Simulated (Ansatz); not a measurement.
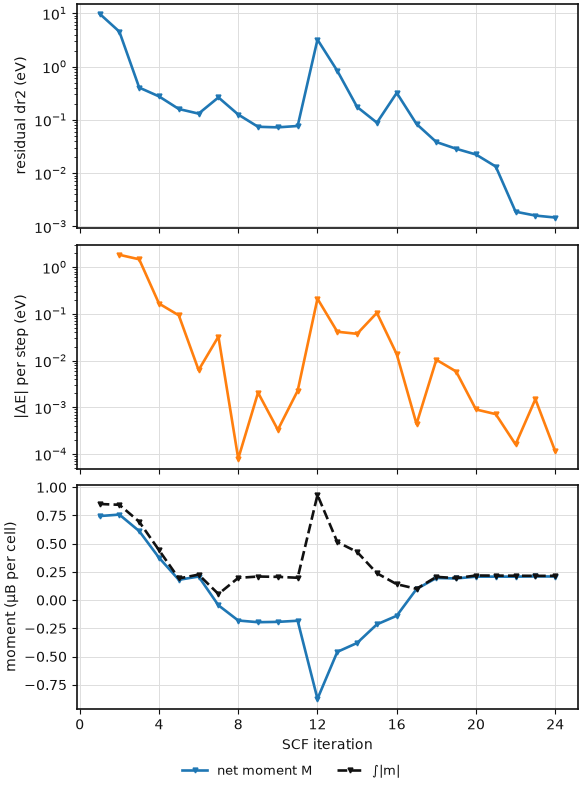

The plot shows the SCF iterations of a calculation: density residual dr2, step-to-step change of the Harris–Foulkes energy, magnetic moments. The run starts from the density of an earlier run. dr2 is the charge part; the magnetisation has a residual of its own.

HC6N (slab, 8 atoms in the cell), run with Ansatz.

```
crystal:
  lattice:
    - [2.4656258801, 0.0, 0.0]
    - [-1.2328129401, 2.1341717703, 0.0]
    - [0.0, 0.0, 26.7842703175]
  atoms:
    - { symbol: C, position: [0.6666996623, 0.3333993246, 0.3173504411] }
    - { symbol: C, position: [0.3333003377, 0.6666006754, 0.3173504411] }
    - { symbol: C, position: [0.021563537, 0.0410566818, 0.443325026] }
    - { symbol: C, position: [0.688175488, 0.3742903687, 0.4433335596] }
    - { symbol: C, position: [0.7063545648, 0.4085075196, 0.5697374482] }
    - { symbol: C, position: [0.372977268, 0.741819629, 0.5697341555] }
    - { symbol: "N", position: [1.0450894024, 1.0829427662, 0.684723282], spin: 2.0 }
    - { symbol: H, position: [1.040796799, 1.08044607, 0.7238266566] }
kpoints:
  mp_grid: { grid: [12, 12, 1] }
hamiltonian:
  xc: pbe
  dispersion: d3bj
  pseudopotentials: { kind: nc }
scf:
  occupations: { method: gaussian, width: 0.05 }
  mixing: { preconditioner: kerker_dos }
  eigensolver: { kind: davidson }
output:
  forces: true
  eigenvalues: true
magnetization:
  spin_polarized: true
efield:
  axis: 3
  dipole_correction: true
  ramp_width: 0.04
```

Launched with:
```bash
ansatz run input.yaml --threads 2 --pin off --max-ram 5120MiB --backend cpu --events-out ev --progress --plain --runs-dir out
```

Was self-consistency reached?

Answer. It was still iterating, at step 24, when the time limit ended it. The residual is still falling at the last step (down to 1.5 × 10⁻³). The program keeps the magnetisation out of the quasi-Newton mixer until iteration 2 and then restarts the mixer with it.

Read the residual at the first and at the last step drawn.

Answer. It starts near 10 and ends near 1.5 × 10⁻³ eV.

How do the moments develop?

Answer. The net moment goes from 0.7 to 0.2 μB per cell, with excursions between −0.9 and 0.8 on the way, though in an unconverged run this needn't be final.
